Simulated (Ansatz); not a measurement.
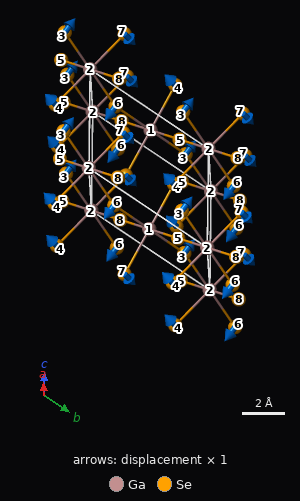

This is a relaxation of crystalline GaSe₃ (a generated structure, set up in I4/mcm). The starting structure is drawn; blue arrows show the displacements (the part carried along by the change of the cell is left out), at their true length.

The picture is a ball-and-stick view of the cell of the calculation, seen from a free direction.

Level of theory: DFT PBE, scalar-relativistic, plane waves, PAW in Ansatz 0.2.0. Settings: plane-wave cutoff 420 eV; k-point mesh 8 × 8 × 8; occupations gaussian; smearing width 0.1 eV; no spin polarisation; cell and atoms relaxed; force threshold 0.01 eV/Å; at most 80 steps.

**Atoms of which element are displaced furthest, and by how much?**

Selenium: up to 0.89 Å, against 0.00 Å for gallium.

**What happened in the run?**

After 8 accepted moves (9 points after the start) the energy has fallen by 353 meV per atom. The largest force component goes from 0.12 to 0.004 eV/Å. The pressure goes from 0.01 to 0.02 GPa. At 1 point the geometry stayed and the basis and grid were re-selected for the new cell (energy shift of 0.2 meV per atom at most each time). The largest moves relative to the cell, 0.89 Å, are those of Se3, Se4, Se6 and Se7. Se7 goes along [−1 1 0]. Ga stays in place. Cell: a = b = c 7.071 → 6.953 Å (−1.7 %), α 120.0° → 120.4°, β 120.0° → 120.4°, γ 90.0° → 89.3°. Volume −5.5 %. Some distances before and after: Se3–Se6 4.186 → 2.299 Å, Ga1–Se3 2.533 → 2.764 Å, Ga1–Se5 2.500 → 2.474 Å. New bonds form: Se3–Se6 (4.19 → 2.30 Å), Se4–Se7 (4.19 → 2.30 Å). Bond angles that change, for instance: Ga1–Se3–Ga2 161.5° → 124.2°. The space group stays I4/mcm (No. 140). Cost: 8.9 min on 1 thread of Intel(R) Xeon(R) CPU @ 2.80GHz (Skylake/Cascade Lake), with other jobs on the host, peak memory 1.1 GiB.
